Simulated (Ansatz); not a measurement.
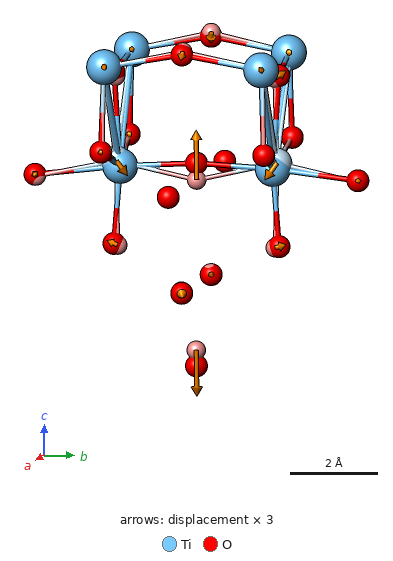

A relaxation of a defect cell of composition Ti35O72 (cell charge −4). The starting structure is drawn faded, the final one solid; orange arrows show the displacements, magnified 3 times.

The picture is a ball-and-stick view of the atoms within 4.2 Å of the atom that moves most (axes of the cell of the calculation (origin shifted)), seen slightly off an axis.

The calculation used Ansatz 0.2.0, DFT, PBEsol, PAW, plane waves. Set-up: plane-wave cutoff 420 eV; k-point mesh 1 × 1 × 1; mesh shifted by (0.25, 0.25, 0.25); no spin polarisation; atoms relaxed in a fixed cell; force threshold 0.03 eV/Å; at most 80 steps.

Q: Atoms of which element are displaced furthest, and by how much?

A: Oxygen: up to 0.39 Å, against 0.17 Å for titanium.

Q: Describe the change and its energy.

A: The energy falls by 5.328 eV per cell of the calculation in 5 geometry steps. The largest force component goes from 4.3 to 0.029 eV/Å. The largest move is that of an O atom, 0.39 Å along +c. By element the largest moves are O 0.39 Å, Ti 0.17 Å. The cell stays as it was. Some distances before and after: O–Ti 1.970 → 2.185 Å, O–Ti 1.990 → 2.185 Å, O–Ti 1.973 → 1.817 Å, O–Ti 1.937 → 1.799 Å. Bond angles that change, for instance: Ti–O–Ti 154.8° → 173.6°, Ti–O–Ti 104.4° → 99.9°, Ti–O–Ti 154.9° → 159.0°.

Limits of the set-up: the cell is charged, on a uniform background, and energies carry no finite-size correction.
